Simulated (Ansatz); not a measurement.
# Run report: CuO, single-point calculation

System: CuO (Cc, 4 atoms in the cell).
Method: DFT PBEsol, scalar-relativistic, plane waves, PAW, no spin polarisation (Ansatz 0.2.0).

The structure derives from an entry of the Crystallography Open Database. Figures and captions count atoms from 1; the log counts them from 0 in places.

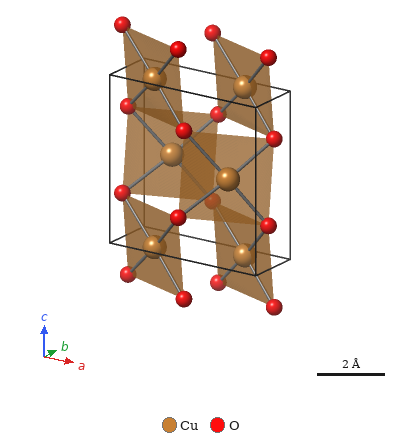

*The input geometry (polyhedral view of the cell 2 times as large as that of the calculation, set on its symmetry axes, seen slightly off an axis; polyhedra are completed across the faces of the cell). An atom can appear more than once, as a periodic image.*

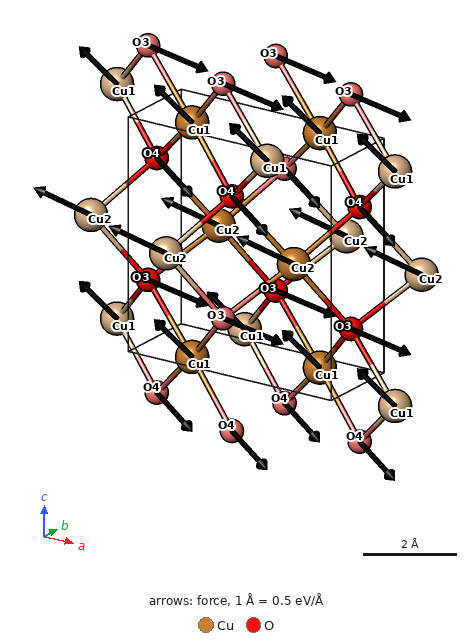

*Forces on the atoms as black arrows (ball-and-stick view of the cell 2 times as large as that of the calculation, set on its symmetry axes, seen slightly off an axis; neighbours outside the cell are drawn fainter; atoms are numbered from 1 in the order of the input).*

The largest act on O3, O4 (0.76 eV/Å); Cu1, Cu2 (0.71 eV/Å). The geometry is not a stationary point of this energy.

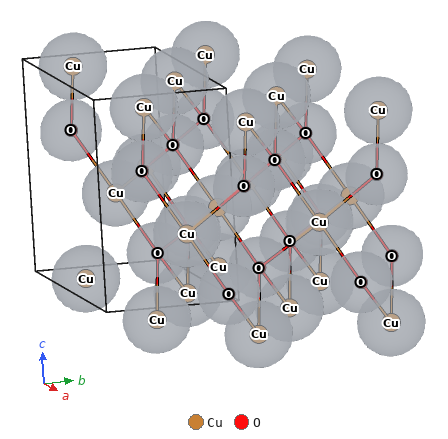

*Isosurface of the valence pseudo-density at 1 e/Å³ (grey), seen slightly off an axis. Sticks mark near contacts. The outline is the cell set on symmetry axes.*

At this value the density breaks into separate islands; it holds about 80 % of the electrons treated as valence (semicore included). It is pinched off along the Cu–O (1.91 Å), Cu–O (1.98 Å) and Cu–O (2.02 Å) contacts. On the grid the lowest density along these lines, outside the cores, is 0.72 e/Å³ (Cu–O, 1.91 Å), 0.61 e/Å³ (Cu–O, 1.98 Å) and 0.55 e/Å³ (Cu–O, 2.02 Å). The fields are those of the smooth PAW valence density.

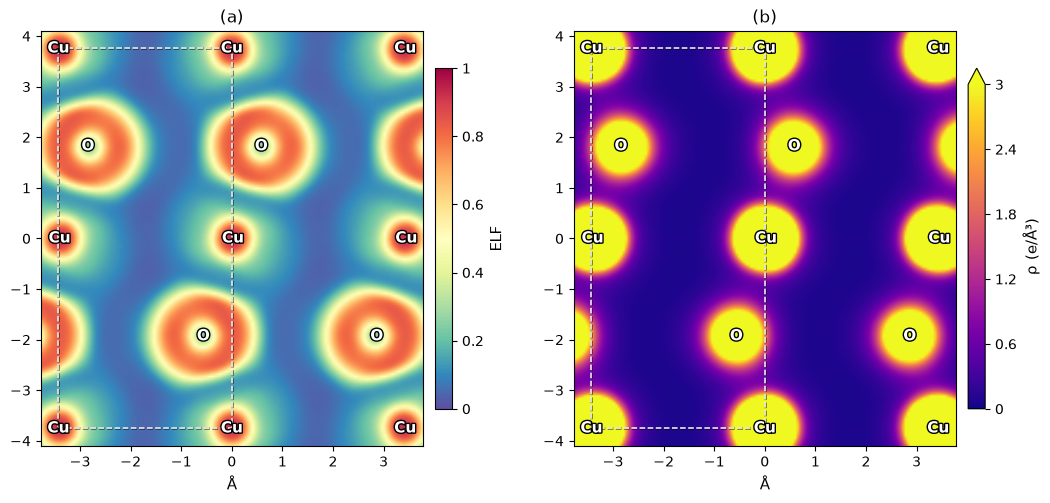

*(a) electron localisation function; (b) valence charge density (pseudo) on the (101) plane of the conventional cell.*

Atoms in the plane: Cu and O. Cu–O (1.91 Å): the density is about 0.72 e/Å³ at the midpoint; the ELF is about 0.20 at the midpoint (no shared pair; the contact is polar). Cu–O (2.02 Å): the density is about 0.55 e/Å³ at the midpoint; the ELF is about 0.20 at the midpoint (a polar contact without a shared pair, in a metal). Away from the nuclei the density in this plane falls to 0.06 e/Å³ at its lowest. The strong features right at Cu lie inside the PAW spheres (semicore, d or f shells) and say nothing about bonding.

The input that produced these results follows, with the program's output.

**Input file**
```yaml
crystal:
  lattice:
    - [2.34465, -1.7134, 0.0]
    - [2.34465, 1.7134, 0.0]
    - [-0.86055, 0.0, 5.05944]
  atoms:
    - { symbol: Cu, position: [0.0032, 0.4968, 0.0] }
    - { symbol: Cu, position: [0.4968, 0.0032, 0.5] }
    - { symbol: O, position: [0.5714, 0.4056, 0.2537] }
    - { symbol: O, position: [0.4056, 0.5714, 0.7537] }
basis:
  ecutwfc: 420
kpoints:
  mp_grid: { grid: [16, 16, 8] }
hamiltonian:
  xc: pbesol
scf:
  occupations: { method: gaussian, width: 0.1 }
output:
  forces: true
  stress: true
  eigenvalues: true
  populations: true
  write_density: true
  write_potential: true
  elf: true
  volumetric_format: npy
```

Command:
```bash
ansatz run input.yaml --threads 1 --pin off --max-ram 2560MiB --backend cpu --events-out ev --progress --plain --runs-dir out
```

**Log**
```
Engine: ansatz 0.2.0, aarch64-unknown-linux-gnu
Pseudopotentials: kind: paw
Pseudopotential: Cu, paw, valence charge 19, recommended cutoff 420 eV (normal), Cu.paw.azcp
Pseudopotential: O, paw, valence charge 6, recommended cutoff 420 eV (normal), O.paw.azcp
Functional definition: PBEsol
  exchange = pbesol_x
  correlation = pbesol_c
Crystal: 4 atoms, lattice volume = 40.651 Å³
Basis set: ecut = 420 eV, 789 PW (Γ), exchange–correlation on 40×40×72 points (8 copies of the dense FFT grid, shifted against one another)
Bands: 30, of which v1, the nominal top of the filled ones, is band 25 counted from 1 (24 counted from 0)
Symmetry: 2 space group operations
Space group: Cc (ITA 9), of the structure as read, at distance tolerance 3.4e-5 Å
k-points: 554 of 2048 (time reversal used)
Non-local potential: Cu, projectors of the file, l = 0: 3, l = 1: 2, l = 2: 3, l = 3: 1
Non-local potential: O, projectors of the file, l = 0: 2, l = 1: 2, l = 2: 1
PAW form: soft (Blöchl's): semilocal exchange-correlation on the pseudo side does not see the compensation charge
PAW frozen core: Cu, regenerated for the run's functional, and the local potential with it (the file was generated under x = pbe(κ = 0.804, μ = 0.2195149727645171), c = pbe(β = 0.06672455060314922))
PAW frozen core: O, regenerated for the run's functional, and the local potential with it (the file was generated under x = pbe(κ = 0.804, μ = 0.2195149727645171), c = pbe(β = 0.06672455060314922))
PAW one-centre angular grid: Cu, 590 points (default); XC on 64 Gauss nodes
PAW one-centre angular grid: O, 110 points (default); XC on 64 Gauss nodes
Initial density: superposition of atomic densities (neutral atoms: chi_scale 0, normalization atom), corrected by the library's trained network
Initial wavefunctions: pseudopotential atomic-orbital guess
Functional: x = pbesol(κ = 0.804, μ = 0.12345679012345678), c = pbesol(β = 0.046)
SCF iter   1: F=—  HF=-14296.394534 eV  |F-HF|=—  |Δ(HF+E_count)|=         —  Δρ=1.90e-2  dr2=9.56e-2  ethr=1.77e-3  ⟨swp⟩=5.1  Hψ=56876  notcnv=0
preconditioner: auto → Kerker (q_TF=auto, 2.824 Å⁻¹)  [metal: Δε(μ)=0.004 eV  Ē_g=11.088 eV  σ=0.100 eV  W_gap=0.02  n_scr=20 (ndim 8)  ℏωp=34.0 eV  f_vac=0.000  D(μ)=2.18/eV (n_scr^D=20)]
SCF iter   2: F=—  HF=-14296.368808 eV  |F-HF|=—  |Δ(HF+E_count)|=   2.57e-2  Δρ=7.53e-3  dr2=2.00e-2  ethr=1.91e-4  ⟨swp⟩=2.4  Hψ=31027  notcnv=0  defer=195
SCF iter   3: F=—  HF=-14296.364319 eV  |F-HF|=—  |Δ(HF+E_count)|=   4.49e-3  Δρ=2.69e-3  dr2=2.52e-3  ethr=4.00e-5  ⟨swp⟩=2.5  Hψ=25617  notcnv=0  defer=195
SCF iter   4: F=—  HF=-14296.363729 eV  |F-HF|=—  |Δ(HF+E_count)|=   5.90e-4  Δρ=9.04e-4  dr2=2.35e-4  ethr=5.03e-6  ⟨swp⟩=2.8  Hψ=27866  notcnv=0  defer=195
SCF iter   5: F=—  HF=-14296.363736 eV  |F-HF|=—  |Δ(HF+E_count)|=   6.63e-6  Δρ=2.02e-4  dr2=1.71e-5  ethr=4.70e-7  ⟨swp⟩=2.6  Hψ=23803  notcnv=0  defer=195
SCF iter   6: F=—  HF=-14296.363726 eV  |F-HF|=—  |Δ(HF+E_count)|=   9.38e-6  Δρ=4.83e-5  dr2=7.05e-7  ethr=3.42e-8  ⟨swp⟩=2.1  Hψ=24213  notcnv=0  defer=195
SCF iter   7: F=—  HF=-14296.363727 eV  |F-HF|=—  |Δ(HF+E_count)|=   1.75e-7  Δρ=2.42e-5  dr2=2.34e-7  ethr=2.00e-10  ⟨swp⟩=9.9  Hψ=124503  notcnv=0
SCF iter   8: F=-14296.363727 eV  HF=-14296.363727 eV  |F-HF|=1.52e-8  |Δ(HF+E_count)|=   5.44e-9  Δρ=6.24e-6  dr2=1.27e-8  ethr=2.00e-10  ⟨swp⟩=7.1  Hψ=99162  notcnv=0
SCF 1 converged in 8 iterations: F = -14296.363727 eV  dr2 = 1.27e-8
  greatest PAW one-centre occupation: 1.000 electrons in one spin orbital (limit 2), on the Cu atom at site 1 (counted from 0), in its partial waves of l = 0
SCF converged after 8 iterations
Free energy (F): -14296.363727 eV
Harris-Foulkes:  -14296.363727 eV  (|F-HF|=1.52e-8)
Internal energy: -14296.352447 eV  (E = F + TS)
E sigma→0 (E₀):  -14296.358087 eV
Entropy (-TS):   -0.011280 eV (-2.820 meV/atom)
Fermi energy:    12.026401 eV
--- Per-component energies (eV) ---
  E_band       = -861.424136
  E_kinetic    = 941.352251
  E_local      = -9671.221427  (includes V_loc(G=0)·N_el)
  E_nonlocal   = 883.187378
  E_hartree    = 4182.389885
  E_xc         = -320.482826
  E_vxc        = -413.495408  (∫ρ·V_xc dr)
  E_paw        = -3555.230306  (= ΣΔE_a)
  E_vpaw       = -966.041452  (= ΣTr[D̂ρ^β])
  E_aug_tail   = 0.005397  (compensation charges beyond the density's cutoff)
  E_ewald      = -6756.835779
  E_core_change = 0.482980  (= ΣΔE_core)
  E_smearing   = -0.011280  (= −TS)
  E_closure    = 0.000000  (closes the sum)
  Σ components = -14296.363727   (vs F -14296.363727, Δ=0.00e0)
--- Forces (eV/Å), atoms counted from 1 ---
  atom   1  Cu    -0.59523481     0.32026111     0.22685208
  atom   2  Cu    -0.59523481    -0.32026111     0.22685208
  atom   3  O      0.59523644     0.41015229    -0.22685307
  atom   4  O      0.59523644    -0.41015229    -0.22685307
  max |Σ_I F_I| component: 3.27e-6 eV/Å
--- Stress (GPa, compression-positive) ---
       -3.235723      -0.000000      -1.038998
       -0.000000      -0.438306       0.000000
       -1.039012       0.000000      -4.441310
  P = ⅓ Tr σ = -2.7051 GPa (-27.051 kbar)
--- Band table (eV; the first three rows and the last of 554) ---
  k-point 0: bands = ["-100.2244", "-100.2238", "-57.9118", "-57.9115", "-57.8812", "-57.8720", "-57.4624", "-57.4619", "-7.8666", "-6.5111", "3.7870", "6.4354", "6.8024", "8.6276", "8.7089", "8.7834", "8.9768", "9.2615", "9.3410", "9.5188", "9.7221", "9.8349", "9.9137", "10.4023", "12.2408", "12.9446", "13.6419", "17.8898", "20.0755", "25.1914"]
  k-point 1: bands = ["-100.2244", "-100.2238", "-57.9118", "-57.9115", "-57.8809", "-57.8724", "-57.4624", "-57.4619", "-7.8236", "-6.5744", "3.9380", "6.4689", "6.8124", "8.3124", "8.5659", "8.7273", "9.0185", "9.1345", "9.4588", "9.5538", "9.7749", "9.8829", "10.0382", "10.3574", "12.2311", "12.8849", "13.8664", "17.6492", "20.4282", "25.2115"]
  k-point 2: bands = ["-100.2243", "-100.2239", "-57.9118", "-57.9115", "-57.8799", "-57.8734", "-57.4623", "-57.4620", "-7.6981", "-6.7476", "4.3709", "6.5649", "6.8192", "7.7252", "8.2872", "8.2909", "9.0925", "9.2587", "9.5498", "9.5970", "9.7763", "10.0187", "10.2764", "10.3162", "12.1880", "12.7184", "14.4305", "17.1337", "21.2600", "25.2097"]
  k-point 553: bands = ["-100.2228", "-100.2228", "-57.9251", "-57.9251", "-57.8756", "-57.8756", "-57.4704", "-57.4704", "-6.3845", "-6.3845", "5.3878", "5.3878", "6.3443", "6.3443", "6.9765", "6.9765", "9.3398", "9.3398", "9.8002", "9.8002", "10.3913", "10.3913", "10.7483", "10.7483", "11.6030", "11.6030", "17.1082", "17.1082", "20.8957", "20.8957"]
--- Löwdin populations: 4 sites ---
  site symbol       q [e]
     0     Cu     18.0096
     1     Cu     18.0096
     2      O      6.8761
     3      O      6.8761
  spilling = 0.004572 (of n_electrons = 50.000000)
```

**File populations.tsv**
```
# site	symbol	l	j	q
# orbitals = lowdin
# n_electrons = 50.000000
# spilling = 0.004572
0	Cu	0_3S	-	1.997400
0	Cu	0_4S	-	0.584718
0	Cu	1_3P	-	5.998679
0	Cu	2_3D	-	9.428815
1	Cu	0_3S	-	1.997400
1	Cu	0_4S	-	0.584718
1	Cu	1_3P	-	5.998679
1	Cu	2_3D	-	9.428815
2	O	0_2S	-	1.856867
2	O	1_2P	-	5.019211
3	O	0_2S	-	1.856867
3	O	1_2P	-	5.019211
```

**Key numbers**

| quantity | value |
| --- | --- |
| outcome | converged |
| space group (tolerance 0.01 Å) | Cc (9) |
| electrons treated | 50 |
| free energy | −14296.3637 eV |
| Fermi energy | 12.026 eV |
| gap on the k-point mesh | none (metallic) |
| pressure | −2.71 GPa |
| largest force (length of the vector) | 0.758 eV/Å |
| hardware | 1 thread of Arm Neoverse V1, 24 GiB of memory available, shared host |
| wall time | 97 s |
| peak memory | 0.73 GiB |

The run has no spin polarisation, so a magnetic state may lie lower.
